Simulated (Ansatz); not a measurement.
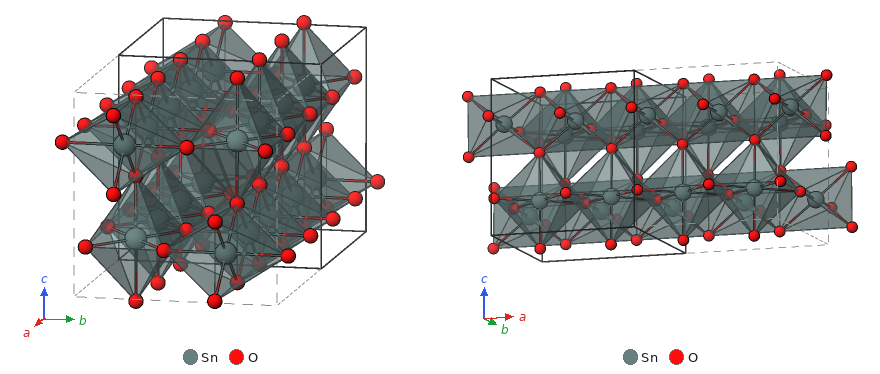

Polyhedra are drawn about Sn (bonds: O–Sn below 2.4 Å); other atoms are plain spheres. Two views of the same piece.

SnO₂ (space group Imma, No. 74). Coordinates: the input geometry of an electronic-structure calculation (not necessarily at equilibrium).

Sharing among the drawn polyhedra:

| site | polyhedron | corner-sharing neighbours | edge-sharing | face-sharing | bond (Å) |
| --- | --- | --- | --- | --- | --- |
| Sn(4c) | SnO6 octahedron | 8 | 2 | 0 | 2.09 |
| Sn(4e) | SnO6 octahedron | 8 | 2 | 0 | 2.09 |

They form a three-dimensional framework of corner- and edge-sharing octahedra.
